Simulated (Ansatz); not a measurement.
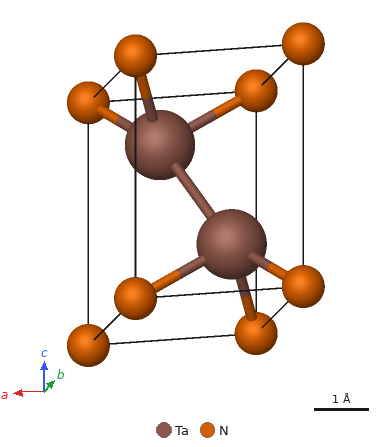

This ball-and-stick model is shown from a general direction. The lines enclose the conventional unit cell; boundary atoms appear with their images.

Ta₂N, space group P-3m1 (No. 164), a = 3.26 Å, b = 3.26 Å, c = 4.76 Å, α = 90.00°, β = 90.00°, γ = 120.00°.

Run with DFT PBE, scalar-relativistic, plane waves, PAW in Ansatz and these settings: a cutoff energy of 420 eV, k-grid 18×18×10, Gaussian smearing of 0.15 eV, no spin polarisation.

**Predict the gap.**

A metal: bands cross the Fermi level.

**Would the cell expand or shrink if it could?**

The computed pressure is -16.6 GPa (stretched: it would shrink). The stress isn't hydrostatic: its largest component is 21.2 GPa.

The model was built from a structure listed in the Materials Project. The cell was then strained or its atoms displaced on purpose. It went into a calculation with Ansatz.

At this level of theory the run's own cell isn't at rest (stretched, at -17 GPa and forces up to 0.8 eV/Å), so its distances can differ from those at equilibrium, the more so the softer the solid.
